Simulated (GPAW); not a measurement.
**Collinear magnetic orders of zigzag V chain, bond 2.761 A with GPAW**

Does zigzag V chain, bond 2.761 A prefer parallel or opposed moments, or none?

Method: LDA; plane waves with GPAW's PAW setups, scalar-relativistic, in GPAW 26.7.0.

### 1. The starting structure

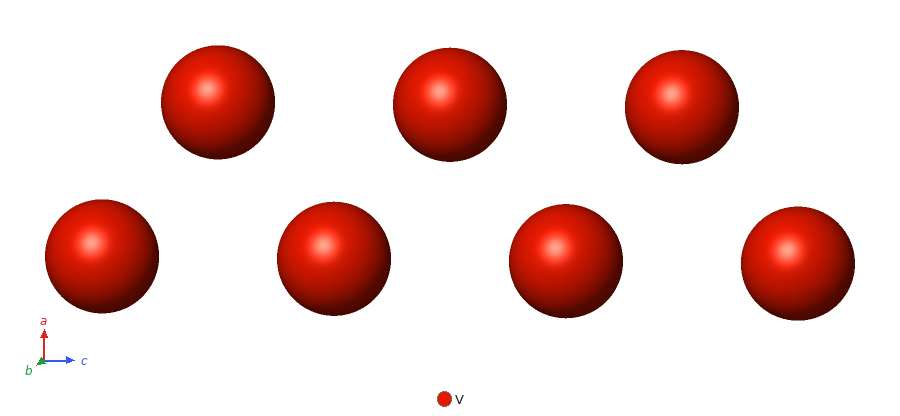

Start, viewed from the side, with the c axis across the page; vanadium red. 1×1×3 cells are drawn. Some periodic images of atoms are drawn too.

The cell holds 2 atoms: 2 V. Its edges and angles: a = 12.000 Å, b = 12.000 Å, c = 3.313 Å, α = 90.0°, β = 90.0°, γ = 90.0°. model lattice. Vacuum lies along a and b. The structure's axis is c.

Coordinates:

```cif
data_structure
_symmetry_space_group_name_H-M 'P 1'
_symmetry_Int_Tables_number 1
_cell_length_a 12.0000
_cell_length_b 12.0000
_cell_length_c 3.3132
_cell_angle_alpha 90.000
_cell_angle_beta 90.000
_cell_angle_gamma 90.000
_cell_volume 477.10
loop_
_atom_site_label
_atom_site_type_symbol
_atom_site_fract_x
_atom_site_fract_y
_atom_site_fract_z
_atom_site_occupancy
V1 V 0.40797 0.50000 0.00000 1
V2 V 0.59203 0.50000 0.50000 1
```

### 2. Order 1, typed as ferro ++

The parallel start comes first: it fits the smallest cell, keeps the most symmetry and shows whether parallel moments form.

order1.py

```python
import json
import numpy as np
from ase import Atoms
from ase.parallel import paropen, parprint
from gpaw import GPAW

atoms = Atoms(['V', 'V'],
    cell=[[12.0, 0.0, 0.0],
         [0.0, 12.0, 0.0],
         [0.0, 0.0, 3.3132]],
    scaled_positions=[[0.40796667, 0.5, 0.0],
         [0.59203333, 0.5, 0.5]],
    pbc=True,
    magmoms=[1.5, 1.5])
atoms.calc = GPAW(mode={'name': 'pw', 'ecut': 550},
    xc='LDA',
    kpts={'size': (1, 1, 8), 'gamma': True},
    occupations={'name': 'fermi-dirac', 'width': 0.1},
    convergence={'density': 1e-05, 'energy': 1e-05},
    maxiter=200,
    symmetry={'tolerance': 1e-4},
    txt='order1.txt')
e = atoms.get_potential_energy(force_consistent=True)
res = {'free_energy': e, 'energy_sigma0': atoms.get_potential_energy(), 'fermi_energy': atoms.calc.get_fermi_level()}
res['moments'] = atoms.get_magnetic_moments().tolist()
res['total'] = atoms.get_magnetic_moment()
parprint('site moments (muB):', np.round(res['moments'], 3))
parprint(f"total moment: {res['total']:.3f} muB")
parprint(f'free energy: {e:.6f} eV')
atoms.calc.write('order1.gpw')
with paropen('results.json', 'w') as f:
    json.dump(res, f)
```

Command:

```bash
> OMP_NUM_THREADS=1 python3 order1.py > order1.log
```

Log:

```text
site moments (muB): [2.758 2.758]
total moment: 7.442 muB
free energy: -10.333334 eV

--- order1.txt ---
Input parameters:
  mode=PW(ecut=550),
  convergence={'density': 1e-05, 'energy': 1e-05},
  kpts=MonkhorstPack(size=(1, 1, 8), gamma=True),
  maxiter=200,
  occupations=Occupations(name='fermi-dirac', width=0.1),
  symmetry=Symmetry(tolerance=0.0001),
  xc=XC(name='LDA')

Diagonalizing LCAO Hamiltonian
Converting LCAO to pw mode
        .----------------------------.
       /|                            |
      / |                            |
     /  |                            |
    /   .----------------------------.
   /   /              V             /
  /   /                            /
 *   /                            /
 |  /           V                /
 | /                            /
 |/                            /
 *----------------------------*

Atoms  # Å, Bohr magnetons
|   | symbol |        x |        y |        z |    initial magnetic moments |
|---|--------|----------|----------|----------|-----------------------------|
| 0 |      V | 4.895600 | 6.000000 | 0.000000 | ( 0.0000,  0.0000,  1.5000) |
| 1 |      V | 7.104400 | 6.000000 | 1.656600 | ( 0.0000,  0.0000,  1.5000) |

Unit cell  # Å
| periodic |         x |         y |        z |   lengths |    angles |
|----------|-----------|-----------|----------|-----------|-----------|
|      yes | 12.000000 |  0.000000 | 0.000000 | 12.000000 | 90.000000 |
|      yes |  0.000000 | 12.000000 | 0.000000 | 12.000000 | 90.000000 |
|      yes |  0.000000 |  0.000000 | 3.313200 |  3.313200 | 90.000000 |

Number of symmetries: 4

BZ-sampling:
  Number of BZ points: 8
  Number of IBZ points: 5

  Monkhorst-Pack size: [1, 1, 8]
  Monkhorst-Pack shift: [0.0, 0.0, 0.0625]

K-points  # in reciprocal-cell coordinates
|   |                                coordinates |     weight |
|---|--------------------------------------------|------------|
| 0 | (  0.00000000,   0.00000000,   0.00000000) | 0.12500000 |
| 1 | (  0.00000000,   0.00000000,   0.12500000) | 0.25000000 |
| 2 | (  0.00000000,   0.00000000,   0.25000000) | 0.25000000 |
| 3 | (  0.00000000,   0.00000000,   0.37500000) | 0.25000000 |
| 4 | (  0.00000000,   0.00000000,   0.50000000) | 0.12500000 |

Plane wave coefficients: 13992
Cutoff: 550.0 eV

Spin-components: 2 (collinear spins)
Bands:           22
Projectors:      12
Spin-degeneracy: 1
Datatype:        complex128

Parallelization:
  kpt:    1
  domain: 1
  band:   1

Density:
  Valence electrons: 26.0
  Components: 2
  Grid points: [70 70 18]
  Charge: 0.0  # |e|

Potential:
  Grid points: [70 70 18]

species:
  V:
    name:    Vanadium
    Z:       23.0
    valence: 13
    core:    10
    charge:  0.0  # [|e|]
    compensation charges:
      type: gauss
      rc: 0.37  # [Å]
      lmax: 2
    cutoffs:
      filter: 2.14  # [Å]
      core: 0.96  # [Å]
    projectors
    | kind |    occ | energy [eV] | rcut [Å] |
    |------|--------|-------------|----------|
    |   3s |  2.000 |     -69.819 |    1.254 |
    |   4s |  2.000 |      -4.846 |    1.254 |
    |   3p |  6.000 |     -43.961 |    1.281 |
    |   4p |  0.000 |      -1.526 |    1.281 |
    |   3d |  3.000 |      -5.381 |    1.169 |
    |    d |        |      21.830 |    1.169 |

    Using partial waves for V as LCAO basis

Reference energy: -51535.203669  # eV

eigensolver:
  PPCG
  Converge bands: occupied
  niter=2

density mixing:
  MSR1-Mixer
  Pratt-step length: 0.05
  Maximum mixing coefficient: 0.75
  Old densities: 10
  SVD Regularization: 0.005
  Good broyden scale: 1.0
  Trust region scale: 1.0
  Backstep threshold: 4.0
  History deletion threshold: 6.0
  Fourier metric: weight=20.0, sigma=0.015

occupation numbers:
  Fermi-Dirac:
    width: 0.1000  # eV

poisson solver:
  ecut: 4400.0  # eV

xc functional:
  name: None

convergence criteria:
- Maximum integral of absolute [dens]ity change: 1e-05 electrons / valence electron
- Maximum [total energy] change in last 3 cyles: 1e-05 eV / valence electron
- Maximum integral of absolute [eigenst]ate change: 4e-08 eV^2 / valence electron
maximum number of iterations: 200

SCF iterations
|iter     |      energy | eigst |  dens |  magmom |
|---------|-------------|-------|-------|---------|
|iter:   1|       0s |  -11.257991 | +0.37 |       |  +3.0097|
|iter:   2|       3s |  -10.752550 | -1.04 | -0.85 |  +3.0287|
|iter:   3|       6s |   -9.646205 | -0.34 | -0.91 |  +3.2455|
|iter:   4|       9s |   -9.669723 | -1.31 | -1.10 |  +3.6225|
|iter:   5|      13s |   -9.840373 | -1.92 | -1.14 |  +4.3215|
|iter:   6|      16s |  -10.046683 | -1.91 | -1.20 |  +5.5145|
|iter:   7|      19s |  -10.149805 | -2.26 | -1.35 |  +6.5477|
|iter:   8|      22s |  -10.201416 | -2.25 | -1.66 |  +7.3804|
|iter:   9|      25s |  -10.205966 | -2.86 | -2.02 |  +7.6080|
|iter:  10|      29s |  -10.205276 | -3.29 | -2.05 |  +7.2889|
|iter:  11|      32s |  -10.203626 | -4.03 | -1.97 |  +7.2877|
|iter:  12|      35s |  -10.207011 | -3.65 | -2.26 |  +7.4386|
|iter:  13|      38s |  -10.206291 | -4.30 | -2.15 |  +7.3915|
|iter:  14|      41s |  -10.207333 | -4.16 | -2.66 |  +7.4575|
|iter:  15|      44s |  -10.207159 | -5.36 | -3.25 |  +7.4322|
|iter:  16|      47s |  -10.207268c| -5.76 | -3.43 |  +7.4429|
|iter:  17|      51s |  -10.207277c| -6.71 | -4.22 |  +7.4433|
|iter:  18|      54s |  -10.207268c| -7.21 | -4.36 |  +7.4422|
|iter:  19|      55s |  -10.207270c| -7.58c| -4.80 |  +7.4423|
|iter:  20|      57s |  -10.207270c| -7.75c| -5.38c|  +7.4422|

Converged in 20 steps
Energy contributions relative to reference atoms: (reference = -51535.203669)

Energy contributions:
  Kinetic:          -7.395733
  Coulomb:          10.813054
  Zero:              0.105732
  External:          0.000000
  Xc:              -13.604260
  Entropy:          -0.252128
  Spinorbit:         0.000000
  ----------------------------
  Free energy:     -10.333334
  Extrapolated:    -10.207270

dipole moment: (0.000002, 0.000000, -7.839404)  # |e|*Ang

Total magnetic moment: (0.000000, 0.000000, 7.442238)

Local magnetic moments
|        x |        y |        z |
|----------|----------|----------|
| 0.000000 | 0.000000 | 2.757671 |  # V    0
| 0.000000 | 0.000000 | 2.757672 |  # V    1

Fermi level: -2.937
Eigenvalues  # (at kpt = [0.000, 0.000, 0.000])
| band index |      eig [eV] | occ [0-1] |      eig [eV] | occ [0-1] |
|------------|---------------|-----------|---------------|-----------|
|          0 |       -67.343 |     1.000 |       -64.658 |     1.000 |
|        ... |               |           |               |           |
|          6 |       -41.496 |     1.000 |       -38.757 |     1.000 |
|          7 |       -41.433 |     1.000 |       -38.718 |     1.000 |
|          8 |        -6.692 |     1.000 |        -5.217 |     1.000 |
|          9 |        -5.156 |     1.000 |        -3.443 |     0.994 |
|         10 |        -4.169 |     1.000 |        -2.085 |     0.000 |
|         11 |        -3.941 |     1.000 |        -1.896 |     0.000 |
|         12 |        -3.880 |     1.000 |        -1.612 |     0.000 |
|         13 |        -3.349 |     0.984 |        -1.514 |     0.000 |
|         14 |        -3.095 |     0.830 |        -1.070 |     0.000 |
|         15 |        -3.067 |     0.786 |        -1.005 |     0.000 |
|         16 |        -3.061 |     0.776 |        -0.951 |     0.000 |
|         17 |        -3.054 |     0.763 |        -0.598 |     0.000 |
|         18 |        -2.602 |     0.034 |        -0.539 |     0.000 |
|         19 |        -2.162 |     0.000 |        -0.298 |     0.000 |
|         20 |        -2.140 |     0.000 |        -0.082 |     0.000 |
|         21 |        -1.394 |     0.000 |         0.397 |     0.000 |

No gap
No difference between direct/indirect transitions
```

The job ended after 63 s (1 MPI rank of Intel Xeon Platinum 8488C (Sapphire Rapids), shared host; peak memory 0.4 GiB).

Spin moment in the augmentation sphere by atom:

| atom | spin moment in the augmentation sphere (μB) |
| --- | --- |
| V1 | 2.76 |
| V2 | 2.76 |

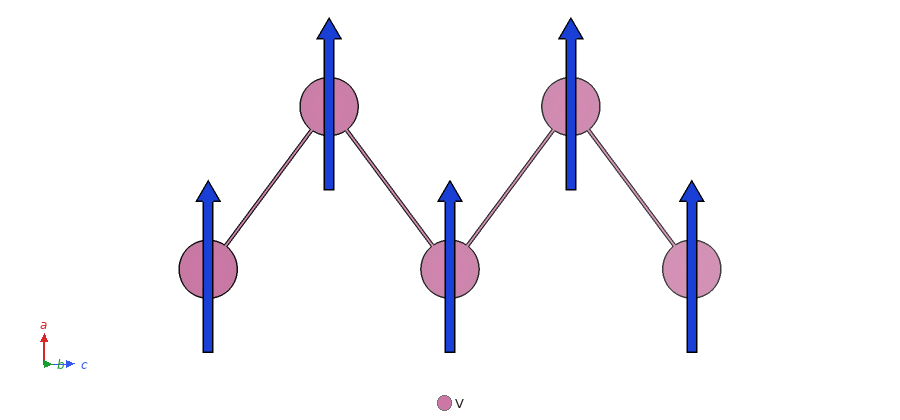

Spin moment in the augmentation sphere as arrows, the longest 2.76 μB. Up and down stand for the sign. Arrows give size and sign along the axis of quantisation, drawn up and down the page. 1×1×2 cells are drawn. Some periodic images of atoms are drawn too.

Numbers from this step:

| Quantity | Value |
| --- | --- |
| magnetization | 7.442 μB |
| final state | ferromagnetic |

After 20 cycles the largest moment stands at 2.76 μB.

### 3. Order 2, typed as antiferro +-

Another pattern of signs weighs the neighbour shells otherwise.

order2.py is the script of step 2 with these lines changed:

```diff
@@ -13,3 +13,3 @@
     pbc=True,
-    magmoms=[1.5, 1.5])
+    magmoms=[1.5, -1.5])
 atoms.calc = GPAW(mode={'name': 'pw', 'ecut': 550},
@@ -21,3 +21,3 @@
     symmetry={'tolerance': 1e-4},
-    txt='order1.txt')
+    txt='order2.txt')
 e = atoms.get_potential_energy(force_consistent=True)
@@ -29,3 +29,3 @@
 parprint(f'free energy: {e:.6f} eV')
-atoms.calc.write('order1.gpw')
+atoms.calc.write('order2.gpw')
 with paropen('results.json', 'w') as f:
```

Command:

```bash
> OMP_NUM_THREADS=1 python3 order2.py > order2.log
```

Log:

```text
site moments (muB): [ 2.524 -2.524]
total moment: -0.000 muB
free energy: -10.712732 eV

--- order2.txt ---
Input parameters:
  mode=PW(ecut=550),
  convergence={'density': 1e-05, 'energy': 1e-05},
  kpts=MonkhorstPack(size=(1, 1, 8), gamma=True),
  maxiter=200,
  occupations=Occupations(name='fermi-dirac', width=0.1),
  symmetry=Symmetry(tolerance=0.0001),
  xc=XC(name='LDA')

Diagonalizing LCAO Hamiltonian
Converting LCAO to pw mode
        .----------------------------.
       /|                            |
      / |                            |
     /  |                            |
    /   .----------------------------.
   /   /              V             /
  /   /                            /
 *   /                            /
 |  /           V                /
 | /                            /
 |/                            /
 *----------------------------*

Atoms  # Å, Bohr magnetons
|   | symbol |        x |        y |        z |    initial magnetic moments |
|---|--------|----------|----------|----------|-----------------------------|
| 0 |      V | 4.895600 | 6.000000 | 0.000000 | ( 0.0000,  0.0000,  1.5000) |
| 1 |      V | 7.104400 | 6.000000 | 1.656600 | ( 0.0000,  0.0000, -1.5000) |

Unit cell  # Å
| periodic |         x |         y |        z |   lengths |    angles |
|----------|-----------|-----------|----------|-----------|-----------|
|      yes | 12.000000 |  0.000000 | 0.000000 | 12.000000 | 90.000000 |
|      yes |  0.000000 | 12.000000 | 0.000000 | 12.000000 | 90.000000 |
|      yes |  0.000000 |  0.000000 | 3.313200 |  3.313200 | 90.000000 |

Number of symmetries: 4

BZ-sampling:
  Number of BZ points: 8
  Number of IBZ points: 5

  Monkhorst-Pack size: [1, 1, 8]
  Monkhorst-Pack shift: [0.0, 0.0, 0.0625]

Plane wave coefficients: 13992
Cutoff: 550.0 eV

Spin-components: 2 (collinear spins)
Bands:           20
Projectors:      12
Spin-degeneracy: 1
Datatype:        complex128

Parallelization:
  kpt:    1
  domain: 1
  band:   1

Density:
  Valence electrons: 26.0
  Components: 2
  Grid points: [70 70 18]
  Charge: 0.0  # |e|

Potential:
  Grid points: [70 70 18]

[... setups left out ...]
Reference energy: -51535.203669  # eV

eigensolver:
  PPCG
  Converge bands: occupied
  niter=2

density mixing:
  MSR1-Mixer
  Pratt-step length: 0.05
  Maximum mixing coefficient: 0.75
  Old densities: 10
  SVD Regularization: 0.005
  Good broyden scale: 1.0
  Trust region scale: 1.0
  Backstep threshold: 4.0
  History deletion threshold: 6.0
  Fourier metric: weight=20.0, sigma=0.015

occupation numbers:
  Fermi-Dirac:
    width: 0.1000  # eV

poisson solver:
  ecut: 4400.0  # eV

xc functional:
  name: None

convergence criteria:
- Maximum integral of absolute [dens]ity change: 1e-05 electrons / valence electron
- Maximum [total energy] change in last 3 cyles: 1e-05 eV / valence electron
- Maximum integral of absolute [eigenst]ate change: 4e-08 eV^2 / valence electron
maximum number of iterations: 200

SCF iterations
|iter     |      energy | eigst |  dens |  magmom |
|---------|-------------|-------|-------|---------|
|iter:   1|       0s |  -11.949786 | +0.32 |       |  +0.0000|
|iter:   2|       3s |  -11.451496 | -0.96 | -0.73 |  +0.0000|
|iter:   3|       6s |  -10.395719 | -0.13 | -0.78 |  +0.0000|
|iter:   4|       8s |  -10.405169 | -0.86 | -1.01 |  -0.0000|
|iter:   5|      11s |  -10.552550 | -1.64 | -1.24 |  +0.0000|
|iter:   6|      14s |  -10.580017 | -1.77 | -1.49 |  -0.0000|
|iter:   7|      17s |  -10.577265 | -2.38 | -1.79 |  +0.0000|
|iter:   8|      20s |  -10.577886 | -3.24 | -2.12 |  -0.0000|
|iter:   9|      22s |  -10.578005 | -3.87 | -2.80 |  +0.0003|
|iter:  10|      25s |  -10.578125c| -4.39 | -2.88 |  -0.0007|
|iter:  11|      28s |  -10.577985c| -4.83 | -2.49 |  -0.0000|
|iter:  12|      31s |  -10.577981c| -5.46 | -3.46 |  -0.0001|
|iter:  13|      34s |  -10.577982c| -6.01 | -3.87 |  -0.0001|
|iter:  14|      37s |  -10.577979c| -6.52 | -4.27 |  -0.0001|
|iter:  15|      40s |  -10.577977c| -6.96 | -4.55 |  -0.0001|
|iter:  16|      42s |  -10.577976c| -7.37 | -5.14c|  -0.0000|
|iter:  17|      44s |  -10.577977c| -7.63c| -5.21c|  -0.0000|

Converged in 17 steps
Energy contributions relative to reference atoms: (reference = -51535.203669)

Energy contributions:
  Kinetic:         -12.811905
  Coulomb:          15.108666
  Zero:              0.125651
  External:          0.000000
  Xc:              -12.865633
  Entropy:          -0.269511
  Spinorbit:         0.000000
  ----------------------------
  Free energy:     -10.712732
  Extrapolated:    -10.577977

dipole moment: (0.000000, 0.000000, -7.839377)  # |e|*Ang

Total magnetic moment: (0.000000, 0.000000, -0.000022)

Local magnetic moments
|        x |        y |         z |
|----------|----------|-----------|
| 0.000000 | 0.000000 |  2.523953 |  # V    0
| 0.000000 | 0.000000 | -2.523971 |  # V    1

Fermi level: -2.929
Eigenvalues  # (at kpt = [0.000, 0.000, 0.000])
| band index |      eig [eV] | occ [0-1] |      eig [eV] | occ [0-1] |
|------------|---------------|-----------|---------------|-----------|
|          0 |       -66.935 |     1.000 |       -66.935 |     1.000 |
|        ... |               |           |               |           |
|          4 |       -41.098 |     1.000 |       -41.098 |     1.000 |
|          5 |       -38.819 |     1.000 |       -38.819 |     1.000 |
|          6 |       -38.673 |     1.000 |       -38.673 |     1.000 |
|          7 |       -38.633 |     1.000 |       -38.633 |     1.000 |
|          8 |        -5.787 |     1.000 |        -5.787 |     1.000 |
|          9 |        -4.146 |     1.000 |        -4.146 |     1.000 |
|         10 |        -3.307 |     0.978 |        -3.307 |     0.978 |
|         11 |        -3.241 |     0.958 |        -3.241 |     0.958 |
|         12 |        -2.862 |     0.339 |        -2.862 |     0.339 |
|         13 |        -2.796 |     0.209 |        -2.796 |     0.209 |
|         14 |        -2.548 |     0.022 |        -2.548 |     0.022 |
|         15 |        -1.936 |     0.000 |        -1.936 |     0.000 |
|         16 |        -1.359 |     0.000 |        -1.359 |     0.000 |
|         17 |        -0.930 |     0.000 |        -0.930 |     0.000 |
|         18 |        -0.876 |     0.000 |        -0.680 |     0.000 |
|         19 |        -0.680 |     0.000 |        -0.281 |     0.000 |

No gap
No difference between direct/indirect transitions
```

Wall time 50 s (1 MPI rank); peak memory 0.39 GiB.

Spin moment in the augmentation sphere by atom:

| atom | spin moment in the augmentation sphere (μB) |
| --- | --- |
| V1 | 2.52 |
| V2 | -2.52 |

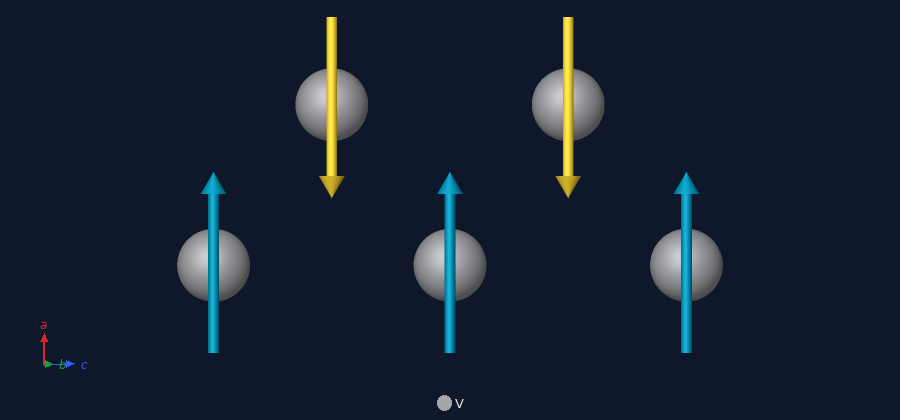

Spin moment in the augmentation sphere as arrows, the longest 2.52 μB. Up and down stand for the sign. Arrows give size and sign along the axis of quantisation, drawn up and down the page. The two directions have two colours. 1×1×2 cells are drawn. Some periodic images of atoms are drawn too.

Read from the output:

| Quantity | Value |
| --- | --- |
| magnetization | 0 μB |
| final state | antiferromagnetic |

It lies 190 meV a seeded atom under the first start, and its largest moment is 2.52 μB against 2.76 μB.

[end of part 1 of 2]

[Logs and program files are shortened in this print: banners, set-up blocks, solver, clock and traceback lines can be left out without a mark of their own.]

[Logs are printed without paths, hosts, clocks, repeated set-up lines and the standing remarks that a program may print on its own settings, such as how far it seeks lower states.]

[Hosts, paths, dates, database ids (printed as entryN), source tags and the programs' standing remarks are cut or masked in the printed files.]

[Where a cell is said to come from a database of computed structures, the database is the Materials Project.]
